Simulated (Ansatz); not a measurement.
Run report: BN, geometry relaxation (part 2 of 2)

The same run, continued: BN (P6₃/mmc, 4 atoms in the cell); DFT PBE+D3(BJ), scalar-relativistic, plane waves, PAW, no spin polarisation (Ansatz 0.2.0); cutoff 420 eV, 12×12×4 k-mesh, Gaussian smearing of 0.02 eV. The structure derives from an entry of the Crystallography Open Database.

Geometry of the input (Å; fractional positions):
```
2.5040  0.0000  0.0000
-1.2520  2.1685  0.0000
0.0000  0.0000  6.6612
B  0.3333  0.6667  0.2500
B  0.6667  0.3333  0.7500
N  0.3333  0.6667  0.7500
N  0.6667  0.3333  0.2500
```

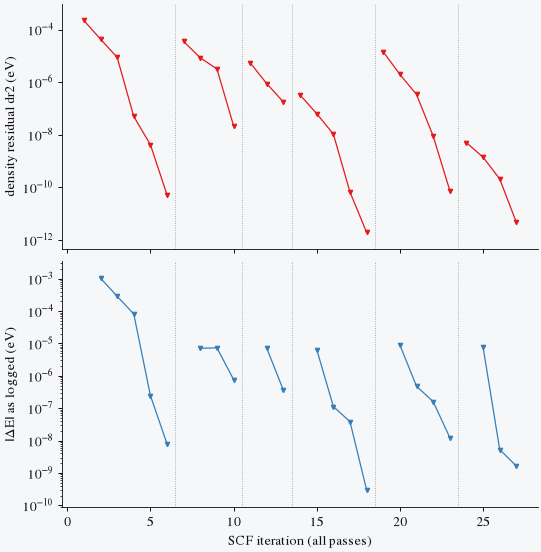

Convergence of the self-consistent field: density residual dr2 and size of the energy change against the SCF iteration. The dotted lines part the SCF passes of the relaxation: geometry steps, rejected trials and re-solves on a re-selected basis. The 6 passes take 3 to 6 iterations each, 27 in all.

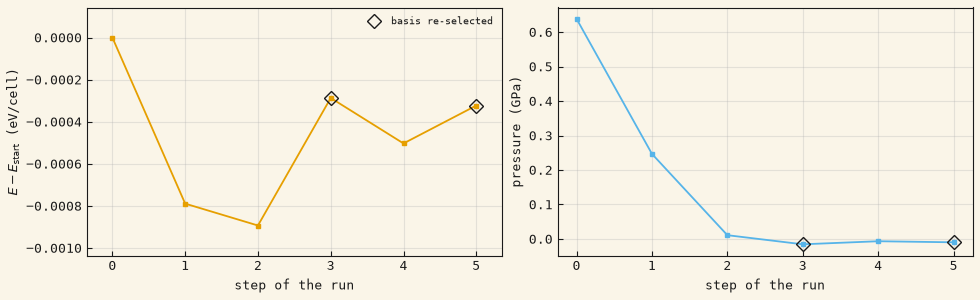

Progress of the relaxation, step by step (the first geometry is step 0 here and step 1 in the log).

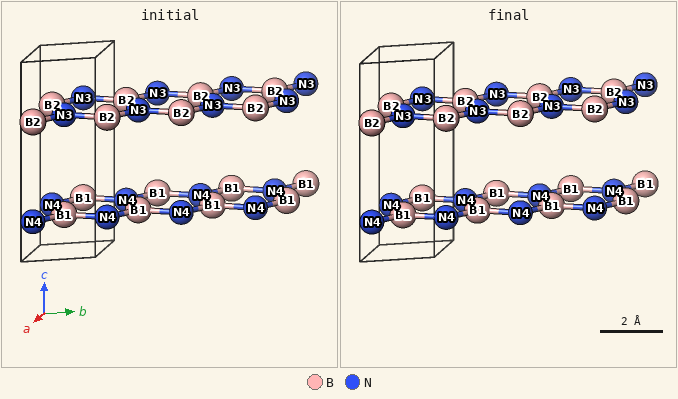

Before (left) and after (right) the relaxation, at one scale (ball-and-stick view of the cell of the calculation, repeated 2 × 4 × 1, seen slightly off an axis). No atom moves by more than 0.005 Å relative to the cell. The drawn cell changes as follows: a = b 2.504 → 2.506 Å (+0.1 %), c 6.661 → 6.617 Å (−0.7 %); the volume changes by −0.5 %. The space group stays P6_3/mmc (No. 194). After 3 geometry steps the energy has fallen by 0.5 meV per cell of the calculation. All forces vanish by symmetry, so only the cell relaxes. The pressure goes from 0.64 to −0.01 GPa. 1 further SCF at an unchanged geometry re-selected the plane-wave basis for the new cell. The energy change given includes the shifts at the re-selections in mid-walk, which come without any move. A last SCF at the same geometry on a re-selected plane-wave basis shifts the energy by +0.2 meV per cell of the calculation. (Atoms are counted from 1 in the order of the input.)

```
basis re-selected at this cell: Δ(F+E_penalty+E_count) = +1.800e-4 eV, ΔP = -0.003 GPa vs the last step (what re-selecting the basis moved, of the pressure what is left beyond the Pulay correction that the steps carried, after the strain that the cell walked since its last selection, with what the two solves' SCF thresholds leave and, on support functions, any second-order correction that the steps lacked; it is no measure of the basis error at this ecutwfc). This SCF's stress stands 1.74e-2 GPa from its target on what of the cell is left free (relax.cell.stress_tol is 5.00e-2 GPa) and its largest allowed force component is 6.66e-16 eV/Å (relax.f_tol is 5.00e-3 eV/Å): within both
SCF converged after 4 iterations
Free energy (F): -1085.372215 eV
Harris-Foulkes:  -1085.372215 eV  (|F-HF|=9.32e-12)
Internal energy: -1085.372215 eV  (E = F + TS)
E sigma→0 (E₀):  -1085.372215 eV
Fermi energy:    6.901613 eV
--- Per-component energies (eV) ---
  E_band       = -37.515290
  E_kinetic    = 366.653025
  E_local      = -688.979747  (includes V_loc(G=0)·N_el)
  E_nonlocal   = 115.601219
  E_hartree    = 221.822523
  E_xc         = -184.394111
  E_vxc        = -228.774213  (∫ρ·V_xc dr)
  E_paw        = -413.613343  (= ΣΔE_a)
  E_vpaw       = -45.660869  (= ΣTr[D̂ρ^β])
  E_aug_tail   = 0.000205  (compensation charges beyond the density's cutoff)
  E_ewald      = -501.895970
  E_disp       = -0.566016  (pairwise vdW)
  E_smearing   = -0.000000  (= −TS)
  E_closure    = -0.000000  (closes the sum)
  Σ components = -1085.372215   (vs F -1085.372215, Δ=0.00e0)
--- Forces (eV/Å), atoms counted from 1 ---
  atom   1  B      0.00000000     0.00000000     0.00000000
  atom   2  B     -0.00000000     0.00000000    -0.00000000
  atom   3  N      0.00000000     0.00000000    -0.00000000
  atom   4  N     -0.00000000    -0.00000000     0.00000000
  max |Σ_I F_I| component: 2.96e-16 eV/Å
--- Stress (GPa, compression-positive) ---
       -0.005852      -0.000000       0.000000
       -0.000000      -0.005852       0.000000
        0.000000       0.000000      -0.017382
  P = ⅓ Tr σ = -0.0097 GPa (-0.097 kbar)
--- Band table (eV; the first three rows and the last of 57) ---
  k-point 0: bands = ["-13.0171", "-12.7145", "-1.4490", "0.7140", "3.4324", "3.4324", "3.4699", "3.4699", "10.0500", "15.1120", "16.3143", "16.3143"]
  k-point 1: bands = ["-12.9751", "-12.7613", "-1.1856", "0.3222", "3.4381", "3.4381", "3.4652", "3.4652", "10.7555", "14.2221", "16.3329", "16.3329"]
  k-point 2: bands = ["-12.8707", "-12.8707", "-0.4925", "-0.4925", "3.4514", "3.4514", "3.4514", "3.4514", "12.4285", "12.4285", "16.3771", "16.3771"]
  k-point 56: bands = ["-9.2094", "-9.2094", "-3.1106", "-3.1106", "-2.3812", "-2.3812", "4.7645", "4.7645", "9.4021", "9.4021", "16.7762", "16.7762"]
--- Relaxed structure (4 steps of the walk, 4 accepted, 2 SCFs on fresh bases) ---
  F+E_penalty+E_count = -1085.37221530 eV   max|allowed force component| = 6.661e-16 eV/Å   (the final SCF, on the basis selected at the relaxed cell)
  cell:  # Å, volume = 35.9994 Å³
    - [2.5064381479628812, 2.889567621264647e-11, 0.0]
    - [-1.2532190740064653, 2.1706391091358275, 0.0]
    - [0.0, 0.0, 6.6168460550484065]
  atoms:
    - { symbol: B, position: [0.3333333333333333, 0.6666666666666666, 0.25000000000000006] }
    - { symbol: B, position: [0.6666666666666665, 0.3333333333333333, 0.7500000000000001] }
    - { symbol: N, position: [0.3333333333333333, 0.6666666666666666, 0.7500000000000001] }
    - { symbol: N, position: [0.6666666666666665, 0.3333333333333333, 0.25000000000000006] }
```

**Trajectory as extended XYZ (Å, eV, eV/Å), 6 frames, from step=1 to step=6**
```
4
Lattice="2.5040 0.0000 0.0000 -1.2520 2.1685 0.0000 0.0000 0.0000 6.6612" Properties=species:S:1:pos:R:3:forces:R:3 step=1 energy=-1085.37189 pressure_GPa=0.64
B     0.0000    1.4457    1.6653    0.0000   0.0000   0.0000
B     1.2520    0.7228    4.9959    0.0000   0.0000   0.0000
N     0.0000    1.4457    4.9959    0.0000   0.0000   0.0000
N     1.2520    0.7228    1.6653    0.0000   0.0000   0.0000
4
Lattice="2.5055 0.0000 0.0000 -1.2528 2.1699 0.0000 0.0000 0.0000 6.6331" Properties=species:S:1:pos:R:3:forces:R:3 step=2 energy=-1085.37268 pressure_GPa=0.25
B     0.0000    1.4466    1.6583    0.0000   0.0000   0.0000
B     1.2528    0.7233    4.9748    0.0000   0.0000   0.0000
N     0.0000    1.4466    4.9748    0.0000   0.0000   0.0000
N     1.2528    0.7233    1.6583    0.0000   0.0000   0.0000
4
Lattice="2.5064 0.0000 0.0000 -1.2532 2.1706 0.0000 0.0000 0.0000 6.6261" Properties=species:S:1:pos:R:3:forces:R:3 step=3 energy=-1085.37279 pressure_GPa=0.01
B     0.0000    1.4471    1.6565    0.0000   0.0000   0.0000
B     1.2532    0.7235    4.9696    0.0000   0.0000   0.0000
N     0.0000    1.4471    4.9696    0.0000   0.0000   0.0000
N     1.2532    0.7235    1.6565    0.0000   0.0000   0.0000
4
Lattice="2.5064 0.0000 0.0000 -1.2532 2.1706 0.0000 0.0000 0.0000 6.6261" Properties=species:S:1:pos:R:3:forces:R:3 step=4 energy=-1085.37218 pressure_GPa=-0.02
B     0.0000    1.4471    1.6565    0.0000   0.0000   0.0000
B     1.2532    0.7235    4.9696    0.0000   0.0000   0.0000
N     0.0000    1.4471    4.9696    0.0000   0.0000   0.0000
N     1.2532    0.7235    1.6565    0.0000   0.0000   0.0000
4
Lattice="2.5064 0.0000 0.0000 -1.2532 2.1706 0.0000 0.0000 0.0000 6.6168" Properties=species:S:1:pos:R:3:forces:R:3 step=5 energy=-1085.37240 pressure_GPa=-0.01
B     0.0000    1.4471    1.6542    0.0000   0.0000   0.0000
B     1.2532    0.7235    4.9626    0.0000   0.0000   0.0000
N     0.0000    1.4471    4.9626    0.0000   0.0000   0.0000
N     1.2532    0.7235    1.6542    0.0000   0.0000   0.0000
4
Lattice="2.5064 0.0000 0.0000 -1.2532 2.1706 0.0000 0.0000 0.0000 6.6168" Properties=species:S:1:pos:R:3:forces:R:3 step=6 energy=-1085.37222 pressure_GPa=-0.01
B     0.0000    1.4471    1.6542    0.0000   0.0000   0.0000
B     1.2532    0.7235    4.9626    0.0000   0.0000   0.0000
N     0.0000    1.4471    4.9626    0.0000   0.0000   0.0000
N     1.2532    0.7235    1.6542    0.0000   0.0000   0.0000
```

**Results in brief**

| quantity | value |
| --- | --- |
| outcome | converged |
| space group (tolerance 0.01 Å) | P6₃/mmc (194) |
| electrons treated | 16 |
| free energy | −1085.3722 eV |
| Fermi energy | 6.902 eV |
| gap on the k-point mesh | 4.27 eV |
| pressure | −0.01 GPa |
| final volume | 36.00 Å³ |
| largest force (length of the vector) at the end | under 0.001 eV/Å |
| final cell | a = 2.506 Å, b = 2.506 Å, c = 6.617 Å, α = 90.00°, β = 90.00°, γ = 120.00° |
| wall time | 3.8 s |
| peak memory | 0.34 GiB |
